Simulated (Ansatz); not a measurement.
## Run report: SiC, geometry relaxation (part 1 of 2)

System: SiC (P6₃mc, 12 atoms in the cell).
Method: DFT, PBE, plane waves, PAW, no spin polarisation (Ansatz 0.2.0).

The structure derives from a Materials Project entry.

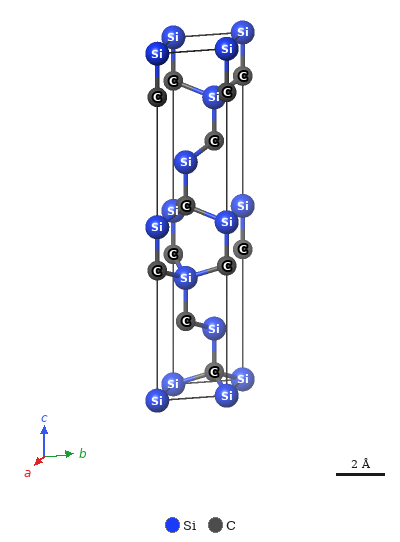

The structure as given in the input (ball-and-stick view of the cell of the calculation, seen slightly off an axis). Near neighbours in the crystal (not all of them lie inside the picture): Si has 4 C at 1.88 to 1.89 Å; C has 4 Si at 1.88 to 1.89 Å.

## Results in brief

```csv
quantity,value
outcome,converged
space group (tolerance 0.01 Å),P6₃mc (186)
electrons treated,48
free energy,−5322.9696 eV
Fermi energy,10.357 eV
gap on the k-point mesh,2.03 eV
pressure,0.00 GPa
final volume,125.98 Å³
largest force (length of the vector) at the end,under 0.001 eV/Å
final cell,"a = 3.095 Å, b = 3.095 Å, c = 15.187 Å, α = 90.00°, β = 90.00°, γ = 120.00°"
hardware,"4 threads of Intel Xeon @ 2.70GHz, 189 GiB of memory available, shared host"
wall time,47 s (CPU time 2.9 min)
peak memory,0.53 GiB
```

## Notes

These settings are looser than, or depart from, a standard set-up, so the numbers are not reference values for this system.

## Input
```yaml
crystal:
  lattice:
    - [3.07662101, 0.0, 0.0]
    - [-1.53831051, 2.66443195, 0.0]
    - [0.0, 0.0, 15.09808432]
  atoms:
    - { symbol: Si, position: [0.33333333, 0.66666667, 0.83298615] }
    - { symbol: Si, position: [0.66666667, 0.33333333, 0.33298615] }
    - { symbol: Si, position: [0.66666667, 0.33333333, 0.6665006] }
    - { symbol: Si, position: [0.33333333, 0.66666667, 0.1665006] }
    - { symbol: Si, position: [0.0, 0.0, 0.49972942] }
    - { symbol: Si, position: [0.0, 0.0, 0.99972942] }
    - { symbol: C, position: [0.0, 0.0, 0.87436641] }
    - { symbol: C, position: [0.0, 0.0, 0.37436641] }
    - { symbol: C, position: [0.33333333, 0.66666667, 0.70799678] }
    - { symbol: C, position: [0.66666667, 0.33333333, 0.20799678] }
    - { symbol: C, position: [0.66666667, 0.33333333, 0.54152164] }
    - { symbol: C, position: [0.33333333, 0.66666667, 0.04152164] }
basis:
  ecutwfc: 420
kpoints:
  mp_grid: { grid: [12, 12, 2] }
hamiltonian:
  xc: pbe
scf:
  occupations: { method: gaussian, width: 0.02 }
output:
  forces: true
  stress: true
  eigenvalues: true
  write_density: true
  write_potential: true
  elf: true
  volumetric_format: npy
relax:
  adjacent_minimum: "off"
  f_tol: 0.005
  max_steps: 80
  cell: { stress_tol: 0.05 }
```

Launch command:
```bash
ansatz run input.yaml --threads 4 --pin off --max-ram 8192MiB --backend cpu --events-out ev --progress --plain --runs-dir out
```

## The program's output
```
Engine: ansatz 0.2.0, x86_64-unknown-linux-gnu
Pseudopotentials: kind: paw
Pseudopotential: Si, paw, valence charge 4, recommended cutoff 420 eV (normal), Si.paw.azcp
Pseudopotential: C, paw, valence charge 4, recommended cutoff 420 eV (normal), C.paw.azcp
Functional definition: PBE
  parameter kappa = 0.804
  parameter beta = 0.06672455060314922
  exchange = pbe_x(kappa = kappa, mu = beta*pi^2/3)
  correlation = pbe_c(beta = beta)
Crystal: 12 atoms, lattice volume = 123.766 Å³
Basis set: ecut = 420 eV, 2415 PW (Γ), exchange–correlation on 48×48×216 points (8 copies of the dense FFT grid, shifted against one another)
Bands: 36, of which v1, the nominal top of the filled ones, is band 24 counted from 1 (23 counted from 0)
Symmetry: 12 space group operations
Space group: P63mc (ITA 186), of the structure as read, at distance tolerance 5.0e-5 Å
k-points: 38 of 288
Non-local potential: Si, projectors of the file, l = 0: 2, l = 1: 2, l = 2: 2
Non-local potential: C, projectors of the file, l = 0: 2, l = 1: 2, l = 2: 1
PAW form: soft (Blöchl's): semilocal exchange-correlation on the pseudo side does not see the compensation charge
PAW one-centre angular grid: Si, 110 points (default); XC on 64 Gauss nodes
PAW one-centre angular grid: C, 110 points (default); XC on 64 Gauss nodes
Initial density: superposition of atomic densities (neutral atoms: chi_scale 0, normalization atom), corrected by the library's trained network
Initial wavefunctions: pseudopotential atomic-orbital guess
Functional: x = pbe(κ = 0.804, μ = 0.2195149727645171), c = pbe(β = 0.06672455060314922)
SCF iter   1: F=—  HF=-5322.942908 eV  |F-HF|=—  |Δ(HF+E_count)|=         —  Δρ=2.63e-3  dr2=8.96e-3  ethr=1.77e-3  ⟨swp⟩=6.9  Hψ=7075  notcnv=0  defer=17
preconditioner: auto → none  [insulator: Δε(μ)=2.000 eV  Ē_g=11.965 eV  σ=0.020 eV  W_gap=1.00  n_scr=10 (ndim 8)  ℏωp=23.1 eV  f_vac=0.000  D(μ)=0.00/eV (n_scr^D=0)  ε∞_Penn≈4.7]
SCF iter   2: F=—  HF=-5322.942533 eV  |F-HF|=—  |Δ(HF+E_count)|=   3.75e-4  Δρ=7.30e-4  dr2=3.01e-4  ethr=1.87e-5  ⟨swp⟩=2.2  Hψ=2633  notcnv=0  defer=261
SCF iter   3: F=—  HF=-5322.942844 eV  |F-HF|=—  |Δ(HF+E_count)|=   3.11e-4  Δρ=2.90e-4  dr2=4.19e-5  ethr=6.26e-7  ⟨swp⟩=2.6  Hψ=2097  notcnv=0  defer=261
SCF iter   4: F=—  HF=-5322.942907 eV  |F-HF|=—  |Δ(HF+E_count)|=   6.23e-5  Δρ=3.96e-5  dr2=4.75e-6  ethr=8.73e-8  ⟨swp⟩=2.0  Hψ=1997  notcnv=0  defer=261
SCF iter   5: F=—  HF=-5322.942907 eV  |F-HF|=—  |Δ(HF+E_count)|=   6.71e-8  Δρ=1.40e-5  dr2=1.61e-7  ethr=9.90e-9  ⟨swp⟩=2.1  Hψ=1748  notcnv=0  defer=261
SCF iter   6: F=-5322.942907 eV  HF=-5322.942907 eV  |F-HF|=4.68e-9  |Δ(HF+E_count)|=   2.54e-7  Δρ=2.91e-6  dr2=7.62e-9  ethr=2.08e-10  ⟨swp⟩=14.5  Hψ=9782  notcnv=0
SCF 1 converged in 6 iterations: F = -5322.942907 eV  dr2 = 7.62e-9
  greatest PAW one-centre occupation: 0.646 electrons in one spin orbital (limit 2), on the C atom at site 6 (counted from 0), in its partial waves of l = 0
relax step   1: F+E_penalty+E_count = -5322.94290688 eV  Δ(F+E_penalty+E_count) = +0.000e0 eV  max|allowed force component| = 8.844e-3 eV/Å  Δτ_max = 0.0000 Å  P = +3.918 GPa  Ω = 123.766 Å³  (6 SCF iters, dr2 threshold 1.00e-7 eV, accepted)
Crystal: 12 atoms, lattice volume = 124.940 Å³
Initial density: handed on by an earlier stage of this run
Initial wavefunctions: those handed on with the density
iter 1 solved again at ethr=1.85e-5 eV; its pass at ethr=3.10e-3 eV (dr2=8.86e-3 eV) is discarded
SCF iter   1: F=—  HF=-5322.964271 eV  |F-HF|=—  |Δ(HF+E_count)|=         —  Δρ=2.35e-3  dr2=8.53e-3  ethr=1.85e-5  ⟨swp⟩=3.3  Hψ=5040  notcnv=0
preconditioner: auto → none  [insulator: Δε(μ)=2.003 eV  Ē_g=11.894 eV  σ=0.020 eV  W_gap=1.00  n_scr=10 (ndim 8)  ℏωp=23.0 eV  f_vac=0.000  D(μ)=0.00/eV (n_scr^D=0)  ε∞_Penn≈4.7]
SCF iter   2: F=—  HF=-5322.961652 eV  |F-HF|=—  |Δ(HF+E_count)|=   2.62e-3  Δρ=3.98e-4  dr2=2.46e-4  ethr=1.78e-5  ⟨swp⟩=2.3  Hψ=2489  notcnv=0
SCF iter   3: F=—  HF=-5322.961599 eV  |F-HF|=—  |Δ(HF+E_count)|=   5.33e-5  Δρ=1.20e-4  dr2=1.50e-5  ethr=5.13e-7  ⟨swp⟩=2.5  Hψ=2333  notcnv=0
SCF iter   4: F=—  HF=-5322.961600 eV  |F-HF|=—  |Δ(HF+E_count)|=   1.22e-6  Δρ=1.95e-5  dr2=1.43e-6  ethr=3.12e-8  ⟨swp⟩=2.6  Hψ=2349  notcnv=0
iter 5 did not close the SCF: its close was put off for the readings that it lacked (scf_convergence_deferred on its scf_iter line)
SCF iter   5: F=-5322.961600 eV  HF=-5322.961600 eV  |F-HF|=8.80e-9  |Δ(HF+E_count)|=   2.22e-7  Δρ=7.70e-6  dr2=6.86e-8  ethr=2.98e-9  ⟨swp⟩=2.2  Hψ=1861  notcnv=0
SCF iter   6: F=-5322.961600 eV  HF=-5322.961600 eV  |F-HF|=8.95e-10  |Δ(HF+E_count)|=   3.54e-8  Δρ=1.73e-6  dr2=2.27e-9  ethr=1.43e-10  ⟨swp⟩=8.3  Hψ=8976  notcnv=0
SCF 2 converged in 6 iterations: F = -5322.961600 eV  dr2 = 2.27e-9
  greatest PAW one-centre occupation: 0.645 electrons in one spin orbital (limit 2), on the C atom at site 7 (counted from 0), in its partial waves of l = 0
relax step   2: F+E_penalty+E_count = -5322.96159986 eV  Δ(F+E_penalty+E_count) = -1.869e-2 eV  max|allowed force component| = 5.750e-3 eV/Å  Δτ_max = 0.0002 Å  P = +1.771 GPa  Ω = 124.940 Å³  energy of the carried Pulay correction = -2.107e-3 eV  (6 SCF iters, dr2 threshold 1.20e-6 eV, accepted)
Crystal: 12 atoms, lattice volume = 125.927 Å³
Basis set: ecut = 420 eV, 2451 PW (Γ), exchange–correlation on 48×48×216 points (8 copies of the dense FFT grid, shifted against one another)
iter 1 solved again at ethr=1.27e-5 eV; its pass at ethr=3.10e-3 eV (dr2=6.10e-3 eV) is discarded
SCF iter   1: F=—  HF=-5322.967208 eV  |F-HF|=—  |Δ(HF+E_count)|=         —  Δρ=1.94e-3  dr2=5.87e-3  ethr=1.27e-5  ⟨swp⟩=3.5  Hψ=4907  notcnv=0
preconditioner: auto → none  [insulator: Δε(μ)=2.009 eV  Ē_g=11.838 eV  σ=0.020 eV  W_gap=1.00  n_scr=10 (ndim 8)  ℏωp=22.9 eV  f_vac=0.000  D(μ)=0.00/eV (n_scr^D=0)  ε∞_Penn≈4.8]
SCF iter   2: F=—  HF=-5322.965416 eV  |F-HF|=—  |Δ(HF+E_count)|=   1.79e-3  Δρ=3.28e-4  dr2=1.70e-4  ethr=1.22e-5  ⟨swp⟩=2.2  Hψ=2216  notcnv=0
SCF iter   3: F=—  HF=-5322.965387 eV  |F-HF|=—  |Δ(HF+E_count)|=   2.92e-5  Δρ=9.97e-5  dr2=1.05e-5  ethr=3.53e-7  ⟨swp⟩=2.4  Hψ=2326  notcnv=0
SCF iter   4: F=—  HF=-5322.965388 eV  |F-HF|=—  |Δ(HF+E_count)|=   9.43e-7  Δρ=1.76e-5  dr2=1.27e-6  ethr=2.18e-8  ⟨swp⟩=2.7  Hψ=2426  notcnv=0
iter 5 did not close the SCF: its close was put off for the readings that it lacked (scf_convergence_deferred on its scf_iter line)
SCF iter   5: F=-5322.965388 eV  HF=-5322.965388 eV  |F-HF|=1.23e-8  |Δ(HF+E_count)|=   2.19e-7  Δρ=6.73e-6  dr2=4.75e-8  ethr=2.65e-9  ⟨swp⟩=2.2  Hψ=1857  notcnv=0
SCF iter   6: F=-5322.965388 eV  HF=-5322.965388 eV  |F-HF|=6.05e-10  |Δ(HF+E_count)|=   2.92e-8  Δρ=1.45e-6  dr2=1.62e-9  ethr=9.89e-11  ⟨swp⟩=8.3  Hψ=8986  notcnv=0
SCF 3 converged in 6 iterations: F = -5322.965388 eV  dr2 = 1.62e-9
  greatest PAW one-centre occupation: 0.644 electrons in one spin orbital (limit 2), on the C atom at site 6 (counted from 0), in its partial waves of l = 0
relax step   3: F+E_penalty+E_count = -5322.96538788 eV  Δ(F+E_penalty+E_count) = -3.788e-3 eV  max|allowed force component| = 3.519e-4 eV/Å  Δτ_max = 0.0002 Å  P = +0.041 GPa  Ω = 125.927 Å³  energy of the carried Pulay correction = -3.860e-3 eV  (6 SCF iters, dr2 threshold 1.20e-6 eV, accepted)
Crystal: 12 atoms, lattice volume = 125.951 Å³
iter 1 solved again at ethr=1.01e-8 eV; its pass at ethr=3.10e-3 eV (dr2=4.82e-6 eV) is discarded
SCF iter   1: F=—  HF=-5322.965338 eV  |F-HF|=—  |Δ(HF+E_count)|=         —  Δρ=6.70e-5  dr2=5.50e-6  ethr=1.01e-8  ⟨swp⟩=2.1  Hψ=5165  notcnv=0
preconditioner: auto → none  [insulator: Δε(μ)=2.031 eV  Ē_g=11.847 eV  σ=0.020 eV  W_gap=1.00  n_scr=10 (ndim 8)  ℏωp=22.9 eV  f_vac=0.000  D(μ)=0.00/eV (n_scr^D=0)  ε∞_Penn≈4.7]
SCF iter   2: F=—  HF=-5322.965346 eV  |F-HF|=—  |Δ(HF+E_count)|=   7.89e-6  Δρ=2.22e-5  dr2=4.20e-7  ethr=1.01e-8  ⟨swp⟩=2.0  Hψ=2036  notcnv=0
SCF iter   3: F=—  HF=-5322.965346 eV  |F-HF|=—  |Δ(HF+E_count)|=   8.61e-8  Δρ=5.26e-6  dr2=1.64e-8  ethr=8.74e-10  ⟨swp⟩=2.6  Hψ=2339  notcnv=0
iter 4 did not close the SCF: its close was put off for the readings that it lacked (scf_convergence_deferred on its scf_iter line)
SCF iter   4: F=-5322.965346 eV  HF=-5322.965346 eV  |F-HF|=9.40e-10  |Δ(HF+E_count)|=   4.90e-9  Δρ=1.52e-6  dr2=2.72e-9  ethr=3.43e-11  ⟨swp⟩=2.6  Hψ=2143  notcnv=0
iter 5 did not close the SCF: its close was put off for the readings that it lacked (scf_convergence_deferred on its scf_iter line)
SCF iter   5: F=-5322.965346 eV  HF=-5322.965346 eV  |F-HF|=3.00e-11  |Δ(HF+E_count)|=  2.47e-10  Δρ=5.39e-7  dr2=2.80e-10  ethr=5.66e-12  ⟨swp⟩=2.1  Hψ=1908  notcnv=0
SCF iter   6: F=-5322.965346 eV  HF=-5322.965346 eV  |F-HF|=3.64e-12  |Δ(HF+E_count)|=  8.37e-11  Δρ=1.10e-7  dr2=9.82e-12  ethr=1.00e-12  ⟨swp⟩=5.4  Hψ=7090  notcnv=0
SCF 4 converged in 6 iterations: F = -5322.965346 eV  dr2 = 9.82e-12
  greatest PAW one-centre occupation: 0.644 electrons in one spin orbital (limit 2), on the C atom at site 7 (counted from 0), in its partial waves of l = 0
relax step   4: F+E_penalty+E_count = -5322.96534608 eV  Δ(F+E_penalty+E_count) = +4.180e-5 eV  max|allowed force component| = 2.132e-3 eV/Å  Δτ_max = 0.0002 Å  P = -0.001 GPa  Ω = 125.951 Å³  energy of the carried Pulay correction = -3.903e-3 eV  (6 SCF iters, accepted)
iter 1 solved again at ethr=1.10e-9 eV; its pass at ethr=3.10e-3 eV (dr2=5.30e-7 eV) is discarded
SCF iter   1: F=—  HF=-5322.965344 eV  |F-HF|=—  |Δ(HF+E_count)|=         —  Δρ=2.62e-5  dr2=7.12e-7  ethr=1.10e-9  ⟨swp⟩=2.8  Hψ=5667  notcnv=0
SCF iter   2: F=—  HF=-5322.965353 eV  |F-HF|=—  |Δ(HF+E_count)|=   9.21e-6  Δρ=1.10e-5  dr2=7.87e-8  ethr=1.10e-9  ⟨swp⟩=2.0  Hψ=2259  notcnv=0
iter 3 did not close the SCF: its close was put off for the readings that it lacked (scf_convergence_deferred on its scf_iter line)
SCF iter   3: F=-5322.965353 eV  HF=-5322.965353 eV  |F-HF|=2.88e-9  |Δ(HF+E_count)|=   3.29e-9  Δρ=2.83e-6  dr2=7.50e-9  ethr=1.64e-10  ⟨swp⟩=2.4  Hψ=2329  notcnv=0
iter 4 did not close the SCF: its close was put off for the readings that it lacked (scf_convergence_deferred on its scf_iter line)
SCF iter   4: F=-5322.965353 eV  HF=-5322.965353 eV  |F-HF|=2.44e-10  |Δ(HF+E_count)|=  2.07e-10  Δρ=8.89e-7  dr2=7.70e-10  ethr=1.56e-11  ⟨swp⟩=2.2  Hψ=1924  notcnv=0
iter 5 did not close the SCF: its close was put off for the readings that it lacked (scf_convergence_deferred on its scf_iter line)
SCF iter   5: F=-5322.965353 eV  HF=-5322.965353 eV  |F-HF|=2.00e-11  |Δ(HF+E_count)|=  8.64e-11  Δρ=2.43e-7  dr2=2.69e-11  ethr=1.60e-12  ⟨swp⟩=2.4  Hψ=2004  notcnv=0
SCF iter   6: F=-5322.965353 eV  HF=-5322.965353 eV  |F-HF|=9.09e-13  |Δ(HF+E_count)|=  2.36e-11  Δρ=5.03e-8  dr2=1.38e-12  ethr=1.00e-12  ⟨swp⟩=4.8  Hψ=5967  notcnv=0
SCF 5 converged in 6 iterations: F = -5322.965353 eV  dr2 = 1.38e-12
relax step   5: F+E_penalty+E_count = -5322.96535277 eV  Δ(F+E_penalty+E_count) = -6.689e-6 eV  max|allowed force component| = 4.835e-4 eV/Å  Δτ_max = 0.0001 Å  P = +0.000 GPa  Ω = 125.951 Å³  energy of the carried Pulay correction = -3.902e-3 eV  (6 SCF iters, accepted)
Initial wavefunctions: pseudopotential atomic-orbital guess (no wavefunctions were taken with the density)
iter 1 solved again at ethr=8.32e-8 eV; its pass at ethr=3.10e-3 eV (dr2=3.99e-5 eV) is discarded
SCF iter   1: F=—  HF=-5322.969560 eV  |F-HF|=—  |Δ(HF+E_count)|=         —  Δρ=8.08e-5  dr2=1.34e-6  ethr=8.32e-8  ⟨swp⟩=3.3  Hψ=11149  notcnv=0
SCF iter   2: F=—  HF=-5322.969573 eV  |F-HF|=—  |Δ(HF+E_count)|=   1.30e-5  Δρ=3.94e-5  dr2=2.46e-7  ethr=2.79e-9  ⟨swp⟩=2.0  Hψ=2247  notcnv=0
SCF iter   3: F=—  HF=-5322.969574 eV  |F-HF|=—  |Δ(HF+E_count)|=   9.33e-7  Δρ=8.44e-6  dr2=1.33e-8  ethr=5.12e-10  ⟨swp⟩=2.1  Hψ=2282  notcnv=0
SCF iter   4: F=—  HF=-5322.969574 eV  |F-HF|=—  |Δ(HF+E_count)|=   4.48e-8  Δρ=6.65e-7  dr2=3.03e-10  ethr=2.77e-11  ⟨swp⟩=2.0  Hψ=2280  notcnv=0
iter 5 did not close the SCF: its close was put off for the readings that it lacked (scf_convergence_deferred on its scf_iter line)
SCF iter   5: F=-5322.969574 eV  HF=-5322.969574 eV  |F-HF|=9.46e-11  |Δ(HF+E_count)|=  1.52e-10  Δρ=1.90e-7  dr2=1.19e-10  ethr=1.00e-12  ⟨swp⟩=2.4  Hψ=2103  notcnv=0
SCF iter   6: F=-5322.969574 eV  HF=-5322.969574 eV  |F-HF|=1.82e-12  |Δ(HF+E_count)|=  1.82e-11  Δρ=3.99e-8  dr2=2.61e-12  ethr=1.00e-12  ⟨swp⟩=5.2  Hψ=6176  notcnv=0
SCF 6 converged in 6 iterations: F = -5322.969574 eV  dr2 = 2.61e-12
relax step   6: F+E_penalty+E_count = -5322.96957418 eV  Δ(F+E_penalty+E_count) = -4.221e-3 eV  max|allowed force component| = 4.794e-4 eV/Å  Δτ_max = 0.0000 Å  P = +0.056 GPa  Ω = 125.951 Å³  stress off target by 5.74e-2 GPa  SCF on the basis re-selected at this cell (its energy is not comparable with the rows above)  (6 SCF iters)
basis re-selected at this cell: Δ(F+E_penalty+E_count) = -4.221e-3 eV, ΔP = +0.056 GPa vs the last step (what re-selecting the basis moved, of the pressure what is left beyond the Pulay correction that the steps carried, after the strain that the cell walked since its last selection, with what the two solves' SCF thresholds leave and, on support functions, any second-order correction that the steps lacked; it is no measure of the basis error at this ecutwfc). This SCF's stress stands 5.74e-2 GPa from its target on what of the cell is left free (relax.cell.stress_tol is 5.00e-2 GPa) and its largest allowed force component is 4.79e-4 eV/Å (relax.f_tol is 5.00e-3 eV/Å): not within both, so this SCF does not close the relaxation
Crystal: 12 atoms, lattice volume = 125.983 Å³
iter 1 solved again at ethr=1.34e-8 eV; its pass at ethr=3.10e-3 eV (dr2=6.42e-6 eV) is discarded
SCF iter   1: F=—  HF=-5322.969515 eV  |F-HF|=—  |Δ(HF+E_count)|=         —  Δρ=6.29e-5  dr2=6.17e-6  ethr=1.34e-8  ⟨swp⟩=1.0  Hψ=4390  notcnv=0
preconditioner: auto → none  [insulator: Δε(μ)=2.030 eV  Ē_g=11.844 eV  σ=0.020 eV  W_gap=1.00  n_scr=10 (ndim 8)  ℏωp=22.9 eV  f_vac=0.000  D(μ)=0.00/eV (n_scr^D=0)  ε∞_Penn≈4.7]
SCF iter   2: F=—  HF=-5322.969522 eV  |F-HF|=—  |Δ(HF+E_count)|=   7.03e-6  Δρ=1.07e-5  dr2=1.83e-7  ethr=1.29e-8  ⟨swp⟩=2.0  Hψ=2059  notcnv=0
SCF iter   3: F=—  HF=-5322.969522 eV  |F-HF|=—  |Δ(HF+E_count)|=   3.55e-8  Δρ=3.15e-6  dr2=1.01e-8  ethr=3.82e-10  ⟨swp⟩=2.7  Hψ=2357  notcnv=0
iter 4 did not close the SCF: its close was put off for the readings that it lacked (scf_convergence_deferred on its scf_iter line)
SCF iter   4: F=-5322.969522 eV  HF=-5322.969522 eV  |F-HF|=9.91e-10  |Δ(HF+E_count)|=   1.11e-9  Δρ=5.64e-7  dr2=1.29e-9  ethr=2.11e-11  ⟨swp⟩=2.9  Hψ=2507  notcnv=0
iter 5 did not close the SCF: its close was put off for the readings that it lacked (scf_convergence_deferred on its scf_iter line)
SCF iter   5: F=-5322.969522 eV  HF=-5322.969522 eV  |F-HF|=1.00e-11  |Δ(HF+E_count)|=  2.29e-10  Δρ=2.17e-7  dr2=4.89e-11  ethr=2.68e-12  ⟨swp⟩=2.3  Hψ=1875  notcnv=0
SCF iter   6: F=-5322.969522 eV  HF=-5322.969522 eV  |F-HF|=1.82e-12  |Δ(HF+E_count)|=  2.55e-11  Δρ=4.69e-8  dr2=1.63e-12  ethr=1.00e-12  ⟨swp⟩=4.7  Hψ=5836  notcnv=0
SCF 7 converged in 6 iterations: F = -5322.969522 eV  dr2 = 1.63e-12
relax step   7: F+E_penalty+E_count = -5322.96952181 eV  Δ(F+E_penalty+E_count) = +5.237e-5 eV  max|allowed force component| = 7.777e-5 eV/Å  Δτ_max = 0.0000 Å  P = +0.001 GPa  Ω = 125.983 Å³  energy of the carried Pulay correction = -5.815e-5 eV  (6 SCF iters, accepted)
iter 1 solved again at ethr=8.60e-8 eV; its pass at ethr=3.10e-3 eV (dr2=4.13e-5 eV) is discarded
SCF iter   1: F=—  HF=-5322.969577 eV  |F-HF|=—  |Δ(HF+E_count)|=         —  Δρ=4.53e-6  dr2=1.17e-8  ethr=8.60e-8  ⟨swp⟩=3.3  Hψ=11150  notcnv=0
eigensolver tolerance schedule: the retry pair's looser diagonalisation over-reported the residual by 3537.58 of it (diagonalisation noise at 0.11 of the residual, at the tolerance the schedule requests for it); recorded, not acted on — ethr = c·dr2/N_el stays at c = 1.0e-1
preconditioner: auto → none  [insulator: Δε(μ)=2.031 eV  Ē_g=11.845 eV  σ=0.020 eV  W_gap=1.00  n_scr=10 (ndim 8)  ℏωp=22.9 eV  f_vac=0.000  D(μ)=0.00/eV (n_scr^D=0)  ε∞_Penn≈4.7]
SCF iter   2: F=—  HF=-5322.969586 eV  |F-HF|=—  |Δ(HF+E_count)|=   8.97e-6  Δρ=2.46e-6  dr2=4.30e-9  ethr=2.43e-11  ⟨swp⟩=3.0  Hψ=3079  notcnv=0
SCF iter   3: F=—  HF=-5322.969586 eV  |F-HF|=—  |Δ(HF+E_count)|=  4.57e-10  Δρ=1.59e-6  dr2=1.53e-9  ethr=8.95e-12  ⟨swp⟩=1.0  Hψ=1368  notcnv=0
SCF iter   4: F=—  HF=-5322.969586 eV  |F-HF|=—  |Δ(HF+E_count)|=  6.73e-11  Δρ=5.24e-7  dr2=1.50e-10  ethr=3.18e-12  ⟨swp⟩=2.0  Hψ=2134  notcnv=0
iter 5 did not close the SCF: its close was put off for the readings that it lacked (scf_convergence_deferred on its scf_iter line)
SCF iter   5: F=-5322.969586 eV  HF=-5322.969586 eV  |F-HF|=0.00e0  |Δ(HF+E_count)|=  2.27e-11  Δρ=1.32e-7  dr2=9.27e-12  ethr=1.00e-12  ⟨swp⟩=1.0  Hψ=1368  notcnv=0
SCF iter   6: F=-5322.969586 eV  HF=-5322.969586 eV  |F-HF|=3.64e-12  |Δ(HF+E_count)|=  9.09e-13  Δρ=6.56e-8  dr2=2.77e-12  ethr=1.00e-12  ⟨swp⟩=4.4  Hψ=5545  notcnv=0
SCF 8 converged in 6 iterations: F = -5322.969586 eV  dr2 = 2.77e-12
relax step   8: F+E_penalty+E_count = -5322.96958580 eV  Δ(F+E_penalty+E_count) = -6.399e-5 eV  max|allowed force component| = 7.093e-5 eV/Å  Δτ_max = 0.0000 Å  P = +0.001 GPa  Ω = 125.983 Å³  stress off target by 1.55e-3 GPa  SCF on the basis re-selected at this cell (its energy is not comparable with the rows above)  (6 SCF iters)
```
